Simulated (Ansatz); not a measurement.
**Geometry relaxation, with input and output: HfSi$_{31}$ (part 1 of 3)**

HfSi$_{31}$ (defect cell, 32 atoms in the cell), computed with DFT PBE, scalar-relativistic, plane waves, PAW, spin-polarised (Ansatz 0.2.0).

The structure derives from an entry of the Crystallography Open Database.

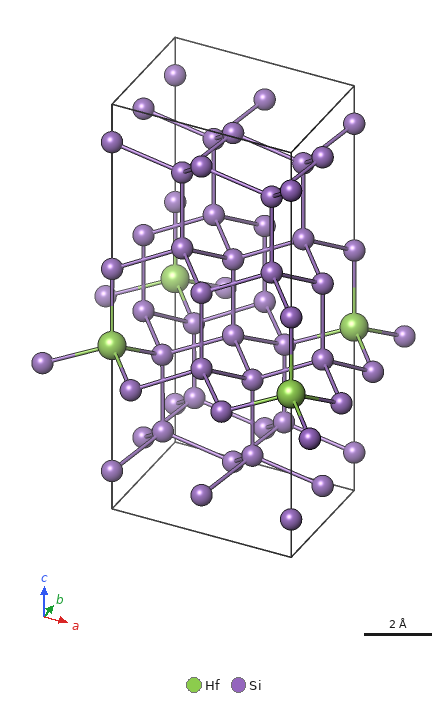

Figure 1. The starting structure (ball-and-stick view of the cell of the calculation, seen slightly off an axis; bonded neighbours outside the cell are drawn too). An atom can appear more than once, as a periodic image. Near neighbours in the periodic cell (some may lie outside the picture): Hf has 4 Si at 2.28 to 2.40 Å; Si has 4 Si at 2.29 to 2.44 Å; Si has 1 Hf at 2.28 to 2.40 Å and 3 Si at 2.29 to 2.44 Å.

Input:
```yaml
crystal:
  lattice:
    - [7.5896, 0.0, 0.0]
    - [-3.7948, 6.572786, 0.0]
    - [0.0, 0.0, 12.7099]
  atoms:
    - { symbol: Hf, position: [0.0009538492, -0.0033250527, 0.40436996], spin: 0.5 }
    - { symbol: Si, position: [0.0, 0.5, 0.4062] }
    - { symbol: Si, position: [0.5, 0.0, 0.4062] }
    - { symbol: Si, position: [0.5, 0.5, 0.4062] }
    - { symbol: Si, position: [0.0, 0.0, 0.9062] }
    - { symbol: Si, position: [0.0, 0.5, 0.9062] }
    - { symbol: Si, position: [0.5, 0.0, 0.9062] }
    - { symbol: Si, position: [0.5, 0.5, 0.9062] }
    - { symbol: Si, position: [0.0, 0.0, 0.0938] }
    - { symbol: Si, position: [0.0, 0.5, 0.0938] }
    - { symbol: Si, position: [0.5, 0.0, 0.0938] }
    - { symbol: Si, position: [0.5, 0.5, 0.0938] }
    - { symbol: Si, position: [0.0008304223, 3.04439e-05, 0.5931193579], spin: 0.5 }
    - { symbol: Si, position: [0.0, 0.5, 0.5938] }
    - { symbol: Si, position: [0.5, 0.0, 0.5938] }
    - { symbol: Si, position: [0.5, 0.5, 0.5938] }
    - { symbol: Si, position: [0.1641346464, 0.3313732605, 0.3455838408], spin: 0.5 }
    - { symbol: Si, position: [0.1664992737, 0.8250574865, 0.3420057327], spin: 0.5 }
    - { symbol: Si, position: [0.666667, 0.333333, 0.3437] }
    - { symbol: Si, position: [0.6707957389, 0.8326011972, 0.3485006315], spin: 0.5 }
    - { symbol: Si, position: [0.333333, 0.166667, 0.8437] }
    - { symbol: Si, position: [0.333333, 0.666667, 0.8437] }
    - { symbol: Si, position: [0.833333, 0.166667, 0.8437] }
    - { symbol: Si, position: [0.833333, 0.666667, 0.8437] }
    - { symbol: Si, position: [0.166667, 0.333333, 0.1563] }
    - { symbol: Si, position: [0.166667, 0.833333, 0.1563] }
    - { symbol: Si, position: [0.666667, 0.333333, 0.1563] }
    - { symbol: Si, position: [0.666667, 0.833333, 0.1563] }
    - { symbol: Si, position: [0.333333, 0.166667, 0.6563] }
    - { symbol: Si, position: [0.333333, 0.666667, 0.6563] }
    - { symbol: Si, position: [0.833333, 0.166667, 0.6563] }
    - { symbol: Si, position: [0.833333, 0.666667, 0.6563] }
magnetization:
  spin_polarized: true
basis:
  ecutwfc: 420
  fft_grid_basis: typed
kpoints:
  mp_grid: { grid: [3, 3, 1] }
hamiltonian:
  xc: pbe
  pseudopotentials: { kind: paw }
scf:
  occupations: { method: gaussian, width: 0.05 }
output:
  forces: true
  stress: false
  eigenvalues: false
  bader: false
  write_density: false
  volumetric_format: npy
  populations: true
relax:
  adjacent_minimum: "off"
  max_steps: 30
  f_tol: 0.05
```

Machine: 4 threads of Arm Neoverse V2, 24 GiB of memory available, shared host.

Launched with:
```bash
ansatz run input.yaml --threads 4 --pin off --max-ram 10240MiB --backend cpu --events-out ev --progress --plain --runs-dir out
```

Output:
```
settings of this run that can trade accuracy for cost: output.eigenvalues: false. Do not mix this run's numbers with those of runs without the same settings; the input reference describes each key
Engine: ansatz 0.2.0, aarch64-unknown-linux-gnu
Pseudopotentials: kind: paw
Pseudopotential: Hf, paw, valence charge 26, recommended cutoff 420 eV (normal), Hf.paw.azcp
Pseudopotential: Si, paw, valence charge 4, recommended cutoff 420 eV (normal), Si.paw.azcp
Functional definition: PBE
  parameter kappa = 0.804
  parameter beta = 0.06672455060314922
  exchange = pbe_x(kappa = kappa, mu = beta*pi^2/3)
  correlation = pbe_c(beta = beta)
Crystal: 32 atoms, lattice volume = 634.031 Å³
Basis set: ecut = 420 eV, 12427 PW (Γ), exchange–correlation on 108×108×180 points (8 copies of the dense FFT grid, shifted against one another)
Bands: 109, of which v1, the nominal top of the filled ones, is band 75 counted from 1 (74 counted from 0)
Symmetry: 1 space group operations
Space group: P1 (ITA 1), of the structure as read, at distance tolerance 8.6e-5 Å
Magnetic group: BNS 1.1 (UNI 1), of the structure as read, at distance tolerance 8.6e-5 Å
k-points: 5 of 9 (time reversal used)
Non-local potential: Hf, projectors of the file, l = 0: 3, l = 1: 2, l = 2: 2, l = 3: 3
Non-local potential: Si, projectors of the file, l = 0: 2, l = 1: 2, l = 2: 2
PAW form: soft (Blöchl's): semilocal exchange-correlation on the pseudo side does not see the compensation charge
PAW one-centre angular grid: Hf, 590 points (default); XC on 64 Gauss nodes
PAW one-centre angular grid: Si, 110 points (default); XC on 64 Gauss nodes
Initial density: superposition of atomic densities (chi_scale 0.1, normalization cell, long waves kept (reshape's long-wave potential 0.53 eV rms))
Starting moments: Σ|m| = 2.5 μB on 5 of 32 sites
Initial wavefunctions: pseudopotential atomic-orbital guess
Functional: x = pbe(κ = 0.804, μ = 0.2195149727645171), c = pbe(β = 0.06672455060314922)
SCF iter   1: F=—  HF=-35419.895399 eV  |F-HF|=—  |Δ(HF+E_count)|=         —  Δρ=2.79e-2 (↑2.68e-2 ↓2.79e-2)  dr2=6.95e1  dr2_m=4.77e-2  M=1.040 μB ∫|m|=1.121 μB  β_m=0.30  ethr=3.10e-3  ⟨swp⟩=6.3  Hψ=4837  notcnv=0  defer=144
Mixer restart at iter 1: flushing history
preconditioner: auto → Kerker (q_TF=auto, 2.146 Å⁻¹)  [metal: Δε(μ)=0.066 eV  Ē_g=8.997 eV  σ=0.050 eV  W_gap=0.47  n_scr=98 (ndim 8)  ℏωp=17.6 eV  f_vac=0.000  D(μ)=13.82/eV (n_scr^D=98)]
spin=Collinear: Kerker preconditioning applied to the charge; magnetization (m = ρ↑ − ρ↓) channel mixes plain (no charge-response kernel on spin).
SCF iter   2: F=—  HF=-35424.280965 eV  |F-HF|=—  |Δ(HF+E_count)|=    4.39e0  Δρ=2.11e-2 (↑1.96e-2 ↓2.11e-2)  dr2=4.10e1  dr2_m=3.16e-2  M=0.785 μB ∫|m|=0.887 μB  β_m=0.65  ethr=3.10e-3  ⟨swp⟩=3.0  Hψ=2078  notcnv=0  defer=255
SCF iter   3: F=—  HF=-35427.273250 eV  |F-HF|=—  |Δ(HF+E_count)|=    2.99e0  Δρ=5.52e-3 (↑5.25e-3 ↓5.52e-3)  dr2=3.75e0  dr2_m=6.60e-3  M=0.120 μB ∫|m|=0.301 μB  β_m=0.55  ethr=3.10e-3  ⟨swp⟩=3.2  Hψ=1955  notcnv=0  defer=272
SCF iter   4: F=—  HF=-35426.030141 eV  |F-HF|=—  |Δ(HF+E_count)|=    1.24e0  Δρ=4.27e-3 (↑4.27e-3 ↓3.58e-3)  dr2=1.64e0  dr2_m=3.54e-3  M=0.098 μB ∫|m|=0.217 μB  β_m=0.78  ethr=2.50e-3  ⟨swp⟩=2.3  Hψ=2001  notcnv=0  defer=273
SCF iter   5: F=—  HF=-35426.480505 eV  |F-HF|=—  |Δ(HF+E_count)|=   4.50e-1  Δρ=1.27e-3 (↑1.27e-3 ↓1.27e-3)  dr2=1.95e-1  dr2_m=6.17e-4  M=0.006 μB ∫|m|=0.056 μB  β_m=0.87  ethr=1.10e-3  ⟨swp⟩=3.0  Hψ=1483  notcnv=0  defer=273
SCF iter   6: F=—  HF=-35426.483002 eV  |F-HF|=—  |Δ(HF+E_count)|=         —  Δρ=5.89e-4 (↑5.89e-4 ↓5.48e-4)  dr2=6.42e-2  dr2_m=4.55e-5  M=-0.000 μB ∫|m|=0.016 μB  β_m=0.87  ethr=1.30e-4  ⟨swp⟩=2.3  Hψ=1855  notcnv=0  defer=276
SCF iter   7: F=—  HF=-35426.486596 eV  |F-HF|=—  |Δ(HF+E_count)|=   3.59e-3  Δρ=3.35e-4 (↑3.35e-4 ↓3.24e-4)  dr2=2.03e-2  dr2_m=2.12e-5  M=-0.000 μB ∫|m|=0.007 μB  β_m=0.93  ethr=4.28e-5  ⟨swp⟩=2.0  Hψ=1144  notcnv=0  defer=276
SCF iter   8: F=—  HF=-35426.485509 eV  |F-HF|=—  |Δ(HF+E_count)|=   1.09e-3  Δρ=9.48e-5 (↑9.28e-5 ↓9.48e-5)  dr2=1.15e-3  dr2_m=1.19e-6  M=-0.000 μB ∫|m|=0.003 μB  β_m=0.97  ethr=1.35e-5  ⟨swp⟩=2.2  Hψ=1264  notcnv=0  defer=276
SCF iter   9: F=—  HF=-35426.485633 eV  |F-HF|=—  |Δ(HF+E_count)|=   1.24e-4  Δρ=4.24e-5 (↑4.24e-5 ↓3.94e-5)  dr2=2.85e-4  dr2_m=1.62e-7  M=-0.000 μB ∫|m|=0.001 μB  β_m=0.98  ethr=7.68e-7  ⟨swp⟩=2.0  Hψ=1794  notcnv=0  defer=276
SCF iter  10: F=—  HF=-35426.485652 eV  |F-HF|=—  |Δ(HF+E_count)|=   1.87e-5  Δρ=1.21e-5 (↑1.21e-5 ↓1.15e-5)  dr2=9.42e-6  dr2_m=1.39e-8  M=0.000 μB ∫|m|=0.000 μB  β_m=0.99  ethr=1.90e-7  ⟨swp⟩=2.8  Hψ=1746  notcnv=0  defer=276
SCF iter  11: F=-35426.485662 eV  HF=-35426.485662 eV  |F-HF|=2.00e-7  |Δ(HF+E_count)|=   1.04e-5  Δρ=3.85e-6 (↑3.85e-6 ↓3.82e-6)  dr2=1.13e-6  dr2_m=2.73e-9  M=0.000 μB ∫|m|=0.000 μB  ethr=6.28e-9  ⟨swp⟩=1.0  Hψ=2916  notcnv=0
WARN: the starting moments were not kept: the SCF closed with an absolute magnetisation of 1.6e-4 μB, where they sum to 2.5 μB in size (5 sites). That is at most 0.1 of that sum. Measured as dr2_m measures the in/out step, that magnetisation stands 5.5e-10 eV from none, at or under the dr2_threshold of 6.3e-5 eV: it is no larger than a step whose dr2_m would equal this threshold. The system may hold no moment; this SCF shows only that its start led to no more than that. To try another start: raise the starting moments (crystal.atoms[].spin, magnetization.per_species, magnetization.initial_magnetization, or on a non-collinear deck that types none of these the spinor_matrix: blocks that start its atoms; where the total moment is fixed, keep their sum and leave initial_magnetization as it is; typed ones take the place of any that the run laid by itself, positive ones on a crystal's lanthanoids without a Hubbard term where scf.initial_density.shell_occupations: [] is typed) or, if the notice of its spin-set hold's release reads "site moments contracting" or "site moments show no strong build", lengthen the hold (scf.mixing.spin_hold: { on: { confirm: 4 } }; for m-r²SCAN on two components see the key's manual first). Each may lead to a state that holds a moment. A second SCF, from the converged charge density, with the starting moments and any scf.initial_density.shell_occupations laid on it anew, would have followed, and was not run: the deck does not ask for one (magnetization.retry_lost_moments is false, the default). To let it run, set magnetization.retry_lost_moments: true and run the deck again, where that key's refused combinations let it; where memory then withholds it, that run's warning says so.
SCF 1 converged in 11 iterations: F = -35426.485662 eV  dr2 = 1.13e-6
  greatest PAW one-centre occupation: 0.998 electrons in one spin orbital (limit 2), on the Hf atom at site 0 (counted from 0), in its partial waves of l = 0
relax step   1: F+E_penalty+E_count = -35426.48566183 eV  Δ(F+E_penalty+E_count) = +0.000e0 eV  max|allowed force component| = 3.870e0 eV/Å  Δτ_max = 0.0000 Å  (11 SCF iters, dr2 threshold 6.25e-5 eV, accepted)
Initial density: handed on by an earlier stage of this run
Starting moments: Σ|m| = 2.5 μB on 5 of 32 sites; this step starts from the density that it was given
Initial wavefunctions: those handed on with the density
iter 1 solved again at ethr=6.36e-4 eV; its pass at ethr=3.10e-3 eV (dr2=9.54e-1 eV) is discarded
SCF iter   1: F=—  HF=-35427.849402 eV  |F-HF|=—  |Δ(HF+E_count)|=         —  Δρ=4.12e-3 (↑3.59e-3 ↓4.12e-3)  dr2=9.58e-1  dr2_m=3.95e-3  M=-0.000 μB ∫|m|=0.106 μB  β_m=0.30  ethr=6.36e-4  ⟨swp⟩=1.0  Hψ=4593  notcnv=0  defer=234
preconditioner: auto → Resta (q_TF=auto, 2.146 Å⁻¹)  ε∞=5.5  [insulator: Δε(μ)=0.369 eV  Ē_g=8.298 eV  σ=0.050 eV  W_gap=1.00  n_scr=98 (ndim 8)  ℏωp=17.6 eV  f_vac=0.000  D(μ)=0.00/eV (n_scr^D=0)  ε∞_Penn≈5.5]
spin=Collinear: Resta preconditioning applied to the charge; magnetization (m = ρ↑ − ρ↓) channel mixes plain (no charge-response kernel on spin).
SCF iter   2: F=—  HF=-35427.957302 eV  |F-HF|=—  |Δ(HF+E_count)|=   1.08e-1  Δρ=2.73e-3 (↑2.37e-3 ↓2.73e-3)  dr2=3.28e-1  dr2_m=2.21e-3  M=-0.000 μB ∫|m|=0.083 μB  β_m=0.53  ethr=6.36e-4  ⟨swp⟩=2.2  Hψ=1187  notcnv=0  defer=245
SCF iter   3: F=—  HF=-35428.000289 eV  |F-HF|=—  |Δ(HF+E_count)|=   4.30e-2  Δρ=6.06e-4 (↑5.91e-4 ↓6.06e-4)  dr2=7.01e-3  dr2_m=2.19e-4  M=-0.000 μB ∫|m|=0.033 μB  β_m=0.51  ethr=2.19e-4  ⟨swp⟩=3.0  Hψ=1936  notcnv=0  defer=256
SCF iter   4: F=—  HF=-35427.999797 eV  |F-HF|=—  |Δ(HF+E_count)|=   4.92e-4  Δρ=3.40e-4 (↑3.40e-4 ↓3.17e-4)  dr2=2.30e-3  dr2_m=6.95e-5  M=-0.000 μB ∫|m|=0.020 μB  β_m=0.62  ethr=4.67e-6  ⟨swp⟩=2.0  Hψ=2010  notcnv=0  defer=256
SCF iter   5: F=—  HF=-35428.001352 eV  |F-HF|=—  |Δ(HF+E_count)|=   1.55e-3  Δρ=1.04e-4 (↑1.04e-4 ↓9.59e-5)  dr2=3.21e-4  dr2_m=9.14e-6  M=-0.000 μB ∫|m|=0.008 μB  β_m=0.66  ethr=1.54e-6  ⟨swp⟩=2.0  Hψ=1828  notcnv=0  defer=256
SCF iter   6: F=—  HF=-35428.001428 eV  |F-HF|=—  |Δ(HF+E_count)|=   7.62e-5  Δρ=2.48e-5 (↑2.39e-5 ↓2.48e-5)  dr2=1.51e-5  dr2_m=6.53e-7  M=-0.000 μB ∫|m|=0.003 μB  β_m=0.83  ethr=2.14e-7  ⟨swp⟩=2.0  Hψ=1790  notcnv=0  defer=256
SCF iter   7: F=-35428.001441 eV  HF=-35428.001441 eV  |F-HF|=1.27e-8  |Δ(HF+E_count)|=   1.29e-5  Δρ=7.12e-6 (↑6.86e-6 ↓7.12e-6)  dr2=2.19e-6  dr2_m=4.24e-8  M=-0.000 μB ∫|m|=0.001 μB  ethr=1.00e-8  ⟨swp⟩=1.1  Hψ=2970  notcnv=0
the starting moments were not kept: the SCF closed with an absolute magnetisation of 8.7e-4 μB, where they sum to 2.5 μB in size (5 sites). That is at most 0.1 of that sum. Measured as dr2_m measures the in/out step, that magnetisation stands 1.4e-8 eV from none, at or under the dr2_threshold of 1.0e-4 eV: it is no larger than a step whose dr2_m would equal this threshold.
SCF 2 converged in 7 iterations: F = -35428.001441 eV  dr2 = 2.19e-6
[... from here on the iterations of each SCF are left out, up to the last one ...]
relax step   2: F+E_penalty+E_count = -35428.00144066 eV  Δ(F+E_penalty+E_count) = -1.516e0 eV  max|allowed force component| = 6.326e-1 eV/Å  Δτ_max = 0.1974 Å  (7 SCF iters, dr2 threshold 1.00e-4 eV, accepted)
preconditioner: auto → Resta (q_TF=auto, 2.146 Å⁻¹)  ε∞=5.4  [insulator: Δε(μ)=0.411 eV  Ē_g=8.383 eV  σ=0.050 eV  W_gap=1.00  n_scr=98 (ndim 8)  ℏωp=17.6 eV  f_vac=0.000  D(μ)=0.00/eV (n_scr^D=0)  ε∞_Penn≈5.4]
spin=Collinear: Resta preconditioning applied to the charge; magnetization (m = ρ↑ − ρ↓) channel mixes plain (no charge-response kernel on spin).
the starting moments were not kept: the SCF closed with an absolute magnetisation of 3.1e-4 μB, where they sum to 2.5 μB in size (5 sites). That is at most 0.1 of that sum. Measured as dr2_m measures the in/out step, that magnetisation stands 2.2e-9 eV from none, at or under the dr2_threshold of 2.5e-5 eV: it is no larger than a step whose dr2_m would equal this threshold.
SCF 3 converged in 7 iterations: F = -35428.091330 eV  dr2 = 9.87e-6
relax step   3: F+E_penalty+E_count = -35428.09133023 eV  Δ(F+E_penalty+E_count) = -8.989e-2 eV  max|allowed force component| = 1.371e-1 eV/Å  Δτ_max = 0.1633 Å  (7 SCF iters, dr2 threshold 2.50e-5 eV, accepted)
preconditioner: auto → Resta (q_TF=auto, 2.146 Å⁻¹)  ε∞=5.4  [insulator: Δε(μ)=0.398 eV  Ē_g=8.398 eV  σ=0.050 eV  W_gap=1.00  n_scr=98 (ndim 8)  ℏωp=17.6 eV  f_vac=0.000  D(μ)=0.00/eV (n_scr^D=0)  ε∞_Penn≈5.4]
spin=Collinear: Resta preconditioning applied to the charge; magnetization (m = ρ↑ − ρ↓) channel mixes plain (no charge-response kernel on spin).
the starting moments were not kept: the SCF closed with an absolute magnetisation of 5.2e-6 μB, where they sum to 2.5 μB in size (5 sites). That is at most 0.1 of that sum. Measured as dr2_m measures the in/out step, that magnetisation stands 4.4e-13 eV from none, at or under the dr2_threshold of 1.0e-7 eV: it is no larger than a step whose dr2_m would equal this threshold.
SCF 4 converged in 9 iterations: F = -35428.105708 eV  dr2 = 1.16e-8
relax step   4: F+E_penalty+E_count = -35428.10570794 eV  Δ(F+E_penalty+E_count) = -1.438e-2 eV  max|allowed force component| = 1.938e-2 eV/Å  Δτ_max = 0.0242 Å  (9 SCF iters, accepted)
preconditioner: auto → Resta (q_TF=auto, 2.146 Å⁻¹)  ε∞=5.4  [insulator: Δε(μ)=0.396 eV  Ē_g=8.395 eV  σ=0.050 eV  W_gap=1.00  n_scr=98 (ndim 8)  ℏωp=17.6 eV  f_vac=0.000  D(μ)=0.00/eV (n_scr^D=0)  ε∞_Penn≈5.4]
spin=Collinear: Resta preconditioning applied to the charge; magnetization (m = ρ↑ − ρ↓) channel mixes plain (no charge-response kernel on spin).
the starting moments were not kept: the SCF closed with an absolute magnetisation of 4.3e-5 μB, where they sum to 2.5 μB in size (5 sites). That is at most 0.1 of that sum. Measured as dr2_m measures the in/out step, that magnetisation stands 6.1e-11 eV from none, at or under the dr2_threshold of 1.0e-7 eV: it is no larger than a step whose dr2_m would equal this threshold.
SCF 5 converged in 7 iterations: F = -35428.105891 eV  dr2 = 4.51e-10
relax step   5: F+E_penalty+E_count = -35428.10589119 eV  Δ(F+E_penalty+E_count) = -1.832e-4 eV  max|allowed force component| = 1.939e-2 eV/Å  Δτ_max = 0.0163 Å  (7 SCF iters, accepted)
preconditioner: auto → Resta (q_TF=auto, 2.146 Å⁻¹)  ε∞=5.4  [insulator: Δε(μ)=0.399 eV  Ē_g=8.396 eV  σ=0.050 eV  W_gap=1.00  n_scr=98 (ndim 8)  ℏωp=17.6 eV  f_vac=0.000  D(μ)=0.00/eV (n_scr^D=0)  ε∞_Penn≈5.4]
spin=Collinear: Resta preconditioning applied to the charge; magnetization (m = ρ↑ − ρ↓) channel mixes plain (no charge-response kernel on spin).
the starting moments were not kept: the SCF closed with an absolute magnetisation of 2.3e-5 μB, where they sum to 2.5 μB in size (5 sites). That is at most 0.1 of that sum. Measured as dr2_m measures the in/out step, that magnetisation stands 2.1e-11 eV from none, at or under the dr2_threshold of 1.0e-7 eV: it is no larger than a step whose dr2_m would equal this threshold.
SCF 6 converged in 8 iterations: F = -35428.106616 eV  dr2 = 4.25e-10
```
